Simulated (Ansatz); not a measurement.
**Geometry relaxation, with input and output: Zr (part 2 of 2)**

Continued. System: Zr (P6₃/mmc, 2 atoms in the cell). Method: DFT LDA, scalar-relativistic, plane waves, PAW, no spin polarisation (Ansatz 0.2.0); cutoff 420 eV, 12×12×8 k-mesh, Gaussian smearing of 0.1 eV. The structure derives from a Materials Project entry.

Geometry of the input (Å; fractional positions):
```
3.2392  0.0000  0.0000
-1.6196  2.8053  0.0000
0.0000  0.0000  5.1722
Zr 0.3333  0.6667  0.2500
Zr 0.6667  0.3333  0.7500
```

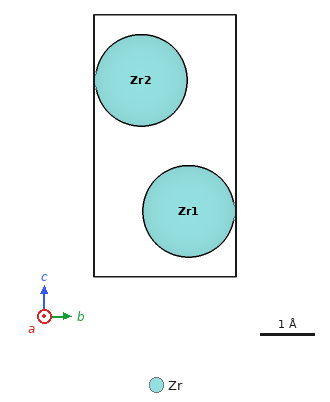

**Figure 1.** The geometry at step 2 of the log (spheres-only view of the cell of the calculation, along the a axis; atoms are numbered from 1 in the order of the input).

**What the program printed, continued**
```
SCF iter   1: F=—  HF=-8154.929065 eV  |F-HF|=—  |Δ(HF+E_count)|=         —  Δρ=1.08e-4  dr2=2.64e-6  ethr=1.06e-8  ⟨swp⟩=3.9  Hψ=11003  notcnv=0
preconditioner: auto → none  [metal: Δε(μ)=0.010 eV  Ē_g=3.302 eV  σ=0.100 eV  W_gap=0.06  n_scr=8 (ndim 8)  ℏωp=15.9 eV  f_vac=0.000  D(μ)=2.31/eV (n_scr^D=22)]
SCF iter   2: F=—  HF=-8154.929066 eV  |F-HF|=—  |Δ(HF+E_count)|=   3.99e-7  Δρ=4.10e-5  dr2=2.80e-7  ethr=1.06e-8  ⟨swp⟩=2.7  Hψ=2645  notcnv=0
iter 3 did not close the SCF: its close was put off for the readings that it lacked (scf_convergence_deferred on its scf_iter line)
SCF iter   3: F=-8154.929066 eV  HF=-8154.929066 eV  |F-HF|=2.28e-8  |Δ(HF+E_count)|=   3.98e-7  Δρ=8.09e-6  dr2=9.95e-9  ethr=1.17e-9  ⟨swp⟩=3.0  Hψ=2257  notcnv=0
iter 4 did not close the SCF: its close was put off for the readings that it lacked (scf_convergence_deferred on its scf_iter line)
SCF iter   4: F=-8154.929066 eV  HF=-8154.929066 eV  |F-HF|=5.46e-12  |Δ(HF+E_count)|=   2.34e-8  Δρ=6.09e-7  dr2=5.04e-11  ethr=4.15e-11  ⟨swp⟩=2.9  Hψ=2091  notcnv=0
iter 5 did not close the SCF: its close was put off for the readings that it lacked (scf_convergence_deferred on its scf_iter line)
SCF iter   5: F=-8154.929066 eV  HF=-8154.929066 eV  |F-HF|=3.64e-12  |Δ(HF+E_count)|=  2.18e-11  Δρ=6.29e-8  dr2=4.88e-13  ethr=1.00e-12  ⟨swp⟩=1.0  Hψ=1527  notcnv=0
SCF iter   6: F=-8154.929066 eV  HF=-8154.929066 eV  |F-HF|=0.00e0  |Δ(HF+E_count)|=    0.00e0  Δρ=9.39e-9  dr2=1.23e-14  ethr=1.00e-12  ⟨swp⟩=1.0  Hψ=3420  notcnv=0
SCF 4 converged in 6 iterations: F = -8154.929066 eV  dr2 = 1.23e-14
relax step   4: F+E_penalty+E_count = -8154.92906618 eV  Δ(F+E_penalty+E_count) = -5.547e-4 eV  max|allowed force component| = 3.701e-17 eV/Å  Δτ_max = 0.0000 Å  P = +0.054 GPa  Ω = 43.566 Å³  energy of the carried Pulay correction = +3.516e-4 eV  (6 SCF iters, dr2 threshold 2.00e-7 eV, accepted)
Crystal: 2 atoms, lattice volume = 43.588 Å³
iter 1 solved again at ethr=8.93e-11 eV; its pass at ethr=3.10e-3 eV (dr2=2.14e-8 eV) is discarded
SCF iter   1: F=—  HF=-8154.929068 eV  |F-HF|=—  |Δ(HF+E_count)|=         —  Δρ=9.74e-6  dr2=2.77e-8  ethr=8.93e-11  ⟨swp⟩=3.2  Hψ=10369  notcnv=0
preconditioner: auto → none  [metal: Δε(μ)=0.010 eV  Ē_g=3.301 eV  σ=0.100 eV  W_gap=0.06  n_scr=8 (ndim 8)  ℏωp=15.9 eV  f_vac=0.000  D(μ)=2.32/eV (n_scr^D=22)]
iter 2 did not close the SCF: its close was put off for the readings that it lacked (scf_convergence_deferred on its scf_iter line)
SCF iter   2: F=-8154.929068 eV  HF=-8154.929068 eV  |F-HF|=2.08e-9  |Δ(HF+E_count)|=   1.73e-9  Δρ=3.72e-6  dr2=2.42e-9  ethr=8.93e-11  ⟨swp⟩=2.7  Hψ=2574  notcnv=0
iter 3 did not close the SCF: its close was put off for the readings that it lacked (scf_convergence_deferred on its scf_iter line)
SCF iter   3: F=-8154.929068 eV  HF=-8154.929068 eV  |F-HF|=1.85e-10  |Δ(HF+E_count)|=   2.19e-9  Δρ=8.00e-7  dr2=8.46e-11  ethr=1.01e-11  ⟨swp⟩=2.3  Hψ=2184  notcnv=0
iter 4 did not close the SCF: its close was put off for the readings that it lacked (scf_convergence_deferred on its scf_iter line)
SCF iter   4: F=-8154.929068 eV  HF=-8154.929068 eV  |F-HF|=9.09e-13  |Δ(HF+E_count)|=  1.87e-10  Δρ=4.92e-8  dr2=5.63e-13  ethr=1.00e-12  ⟨swp⟩=1.0  Hψ=1520  notcnv=0
iter 5 did not close the SCF: its close was put off for the readings that it lacked (scf_convergence_deferred on its scf_iter line)
SCF iter   5: F=-8154.929068 eV  HF=-8154.929068 eV  |F-HF|=9.09e-13  |Δ(HF+E_count)|=  9.09e-13  Δρ=6.50e-9  dr2=8.09e-15  ethr=1.00e-12  ⟨swp⟩=1.0  Hψ=1520  notcnv=0
SCF iter   6: F=-8154.929068 eV  HF=-8154.929068 eV  |F-HF|=5.46e-12  |Δ(HF+E_count)|=  3.64e-12  Δρ=1.65e-9  dr2=4.67e-16  ethr=1.00e-12  ⟨swp⟩=1.0  Hψ=3420  notcnv=0
SCF 5 converged in 6 iterations: F = -8154.929068 eV  dr2 = 4.67e-16
relax step   5: F+E_penalty+E_count = -8154.92906815 eV  Δ(F+E_penalty+E_count) = -1.971e-6 eV  max|allowed force component| = 4.163e-17 eV/Å  Δτ_max = 0.0000 Å  P = +0.001 GPa  Ω = 43.588 Å³  energy of the carried Pulay correction = +3.492e-4 eV  (6 SCF iters, dr2 threshold 1.42e-8 eV, accepted)
Initial wavefunctions: pseudopotential atomic-orbital guess (no wavefunctions were taken with the density)
iter 1 solved again at ethr=7.20e-8 eV; its pass at ethr=3.10e-3 eV (dr2=1.73e-5 eV) is discarded
SCF iter   1: F=—  HF=-8154.928792 eV  |F-HF|=—  |Δ(HF+E_count)|=         —  Δρ=4.64e-5  dr2=1.00e-7  ethr=7.20e-8  ⟨swp⟩=3.6  Hψ=11284  notcnv=0
SCF iter   2: F=—  HF=-8154.928792 eV  |F-HF|=—  |Δ(HF+E_count)|=   1.20e-8  Δρ=2.32e-5  dr2=2.43e-8  ethr=4.18e-10  ⟨swp⟩=1.3  Hψ=1642  notcnv=0
SCF iter   3: F=—  HF=-8154.928792 eV  |F-HF|=—  |Δ(HF+E_count)|=   3.60e-8  Δρ=4.76e-7  dr2=5.50e-11  ethr=1.01e-10  ⟨swp⟩=1.0  Hψ=1520  notcnv=0
iter 4 did not close the SCF: its close was put off for the readings that it lacked (scf_convergence_deferred on its scf_iter line)
SCF iter   4: F=-8154.928792 eV  HF=-8154.928792 eV  |F-HF|=3.64e-12  |Δ(HF+E_count)|=  3.64e-11  Δρ=9.61e-8  dr2=8.64e-13  ethr=1.00e-12  ⟨swp⟩=2.2  Hψ=2523  notcnv=0
iter 5 did not close the SCF: its close was put off for the readings that it lacked (scf_convergence_deferred on its scf_iter line)
SCF iter   5: F=-8154.928792 eV  HF=-8154.928792 eV  |F-HF|=1.82e-12  |Δ(HF+E_count)|=  1.82e-12  Δρ=1.98e-8  dr2=2.58e-14  ethr=1.00e-12  ⟨swp⟩=1.0  Hψ=1520  notcnv=0
iter 6 did not close the SCF: its close was put off for the readings that it lacked (scf_convergence_deferred on its scf_iter line)
SCF iter   6: F=-8154.928792 eV  HF=-8154.928792 eV  |F-HF|=1.82e-12  |Δ(HF+E_count)|=  1.82e-12  Δρ=3.00e-9  dr2=1.36e-15  ethr=1.00e-12  ⟨swp⟩=1.0  Hψ=1520  notcnv=0
iter 7 did not close the SCF: its close was put off for the readings that it lacked (scf_convergence_deferred on its scf_iter line)
SCF iter   7: F=-8154.928792 eV  HF=-8154.928792 eV  |F-HF|=0.00e0  |Δ(HF+E_count)|=  1.82e-12  Δρ=5.48e-10  dr2=2.36e-17  ethr=1.00e-12  ⟨swp⟩=1.0  Hψ=1520  notcnv=0
SCF iter   8: F=-8154.928792 eV  HF=-8154.928792 eV  |F-HF|=0.00e0  |Δ(HF+E_count)|=  1.82e-12  Δρ=1.96e-10  dr2=2.82e-18  ethr=1.00e-12  ⟨swp⟩=1.7  Hψ=3578  notcnv=0
SCF 6 converged in 8 iterations: F = -8154.928792 eV  dr2 = 2.82e-18
relax step   6: F+E_penalty+E_count = -8154.92879160 eV  Δ(F+E_penalty+E_count) = +2.766e-4 eV  max|allowed force component| = 4.163e-17 eV/Å  Δτ_max = 0.0000 Å  P = -0.006 GPa  Ω = 43.588 Å³  stress off target by 1.21e-2 GPa  SCF on the basis re-selected at this cell (its energy is not comparable with the rows above)  (8 SCF iters)
basis re-selected at this cell: Δ(F+E_penalty+E_count) = +2.766e-4 eV, ΔP = -0.007 GPa vs the last step (what re-selecting the basis moved, of the pressure what is left beyond the Pulay correction that the steps carried, after the strain that the cell walked since its last selection, with what the two solves' SCF thresholds leave and, on support functions, any second-order correction that the steps lacked; it is no measure of the basis error at this ecutwfc). This SCF's stress stands 1.21e-2 GPa from its target on what of the cell is left free (relax.cell.stress_tol is 5.00e-2 GPa) and its largest allowed force component is 4.16e-17 eV/Å (relax.f_tol is 5.00e-3 eV/Å): within both
SCF converged after 8 iterations
Free energy (F): -8154.928792 eV
Harris-Foulkes:  -8154.928792 eV  (|F-HF|=0.00e0)
Internal energy: -8154.917207 eV  (E = F + TS)
E sigma→0 (E₀):  -8154.922999 eV
Entropy (-TS):   -0.011584 eV (-5.792 meV/atom)
Fermi energy:    14.832137 eV
--- Per-component energies (eV) ---
  E_band       = -170.814003
  E_kinetic    = 669.569890
  E_local      = -1201.488657  (includes V_loc(G=0)·N_el)
  E_nonlocal   = 170.247957
  E_hartree    = 370.516165
  E_xc         = -321.612662
  E_vxc        = -382.098183  (∫ρ·V_xc dr)
  E_paw        = -5698.993787  (= ΣΔE_a)
  E_vpaw       = -168.077386  (= ΣTr[D̂ρ^β])
  E_aug_tail   = 0.000047  (compensation charges beyond the density's cutoff)
  E_ewald      = -2143.896963
  E_core_change = 0.740802  (= ΣΔE_core)
  E_smearing   = -0.011584  (= −TS)
  E_closure    = 0.000000  (closes the sum)
  Σ components = -8154.928792   (vs F -8154.928792, Δ=0.00e0)
--- Forces (eV/Å), atoms counted from 1 ---
  atom   1  Zr    -0.00000000     0.00000000    -0.00000000
  atom   2  Zr     0.00000000    -0.00000000     0.00000000
  max |Σ_I F_I| component: 2.78e-17 eV/Å
--- Stress (GPa, compression-positive) ---
       -0.012137      -0.000000       0.000000
       -0.000000      -0.012137      -0.000000
        0.000000      -0.000000       0.005279
  P = ⅓ Tr σ = -0.0063 GPa (-0.063 kbar)
--- Band table (eV; the first three rows and the last of 95) ---
  k-point 0: bands = ["-33.7478", "-33.5477", "-12.4451", "-11.3656", "-11.3656", "-11.2073", "-11.1977", "-11.1977", "9.0791", "11.6091", "15.6850", "15.6850", "15.7736", "16.2843", "16.4225", "16.4225"]
  k-point 1: bands = ["-33.7403", "-33.5554", "-12.4014", "-11.3593", "-11.3593", "-11.2584", "-11.2042", "-11.2042", "9.2195", "11.6130", "15.6149", "15.6149", "15.6681", "16.0112", "16.3188", "16.3188"]
  k-point 2: bands = ["-33.7190", "-33.5775", "-12.2756", "-11.4019", "-11.3413", "-11.3413", "-11.2226", "-11.2226", "9.6189", "11.5744", "15.3916", "15.4197", "15.5129", "15.5129", "16.0732", "16.0732"]
  k-point 94: bands = ["-33.5172", "-33.5172", "-12.1651", "-12.1651", "-11.8917", "-11.8917", "-11.4057", "-11.4057", "13.2455", "13.2455", "13.4968", "13.4968", "14.8986", "14.8986", "16.9236", "16.9236"]
--- Relaxed structure (5 steps of the walk, 4 accepted, 1 SCFs on fresh bases) ---
  F+E_penalty+E_count = -8154.92879160 eV   max|allowed force component| = 4.163e-17 eV/Å   (the final SCF, on the basis selected at the relaxed cell)
  cell:  # Å, volume = 43.5878 Å³
    - [3.15340666397876, 2.810265743611792e-9, 2.5593187967806118e-27]
    - [-1.5767033344231416, 2.730930278063613, 2.4870661982929487e-18]
    - [2.1162170017382958e-33, 4.585553110015057e-18, 5.061442117187196]
  atoms:
    - { symbol: Zr, position: [0.3333333333333333, 0.6666666666666667, 0.24999999999999997] }
    - { symbol: Zr, position: [0.6666666666666666, 0.3333333333333333, 0.75] }
```

**Trajectory as extended XYZ (Å, eV, eV/Å), 6 frames, from step=1 to step=6**
```
2
Lattice="3.2392 0.0000 0.0000 -1.6196 2.8053 0.0000 0.0000 0.0000 5.1722" Properties=species:S:1:pos:R:3:forces:R:3 step=1 energy=-8154.85171 pressure_GPa=-6.87
Zr    0.0000    1.8702    1.2931    0.0000   0.0000   0.0000
Zr    1.6196    0.9351    3.8792    0.0000   0.0000   0.0000
2
Lattice="3.0813 0.0000 0.0000 -1.5407 2.6685 0.0000 0.0000 0.0000 4.9236" Properties=species:S:1:pos:R:3:forces:R:3 step=2 energy=-8154.84930 pressure_GPa=8.64 accepted=F
Zr    0.0000    1.7790    1.2309    0.0000   0.0000   0.0000
Zr    1.5407    0.8895    3.6927    0.0000   0.0000   0.0000
2
Lattice="3.1606 0.0000 0.0000 -1.5803 2.7371 0.0000 0.0000 0.0000 5.0696" Properties=species:S:1:pos:R:3:forces:R:3 step=3 energy=-8154.92851 pressure_GPa=-0.62
Zr    0.0000    1.8248    1.2674    0.0000   0.0000   0.0000
Zr    1.5803    0.9124    3.8022    0.0000   0.0000   0.0000
2
Lattice="3.1530 0.0000 0.0000 -1.5765 2.7306 0.0000 0.0000 0.0000 5.0601" Properties=species:S:1:pos:R:3:forces:R:3 step=4 energy=-8154.92907 pressure_GPa=0.05
Zr    0.0000    1.8204    1.2650    0.0000   0.0000   0.0000
Zr    1.5765    0.9102    3.7951    0.0000   0.0000   0.0000
2
Lattice="3.1534 0.0000 0.0000 -1.5767 2.7309 0.0000 0.0000 0.0000 5.0614" Properties=species:S:1:pos:R:3:forces:R:3 step=5 energy=-8154.92907 pressure_GPa=0.00
Zr    0.0000    1.8206    1.2654    0.0000   0.0000   0.0000
Zr    1.5767    0.9103    3.7961    0.0000   0.0000   0.0000
2
Lattice="3.1534 0.0000 0.0000 -1.5767 2.7309 0.0000 0.0000 0.0000 5.0614" Properties=species:S:1:pos:R:3:forces:R:3 step=6 energy=-8154.92879 pressure_GPa=-0.01
Zr    0.0000    1.8206    1.2654    0.0000   0.0000   0.0000
Zr    1.5767    0.9103    3.7961    0.0000   0.0000   0.0000
```

**Summary**

- outcome: converged
- space group (tolerance 0.01 Å): P6₃/mmc (194)
- electrons treated: 24
- free energy: −8154.9288 eV
- Fermi energy: 14.832 eV
- gap on the k-point mesh: none (metallic)
- pressure: −0.01 GPa
- final volume: 43.59 Å³
- largest force (length of the vector) at the end: under 0.001 eV/Å
- final cell: a = 3.153 Å, b = 3.153 Å, c = 5.061 Å, α = 90.00°, β = 90.00°, γ = 120.00°
- hardware: 8 threads of Intel Xeon @ 2.50GHz (Skylake/Cascade Lake), 32 GiB of memory available, shared host
- wall time: 4 s (CPU time 25 s)
- peak memory: 0.46 GiB
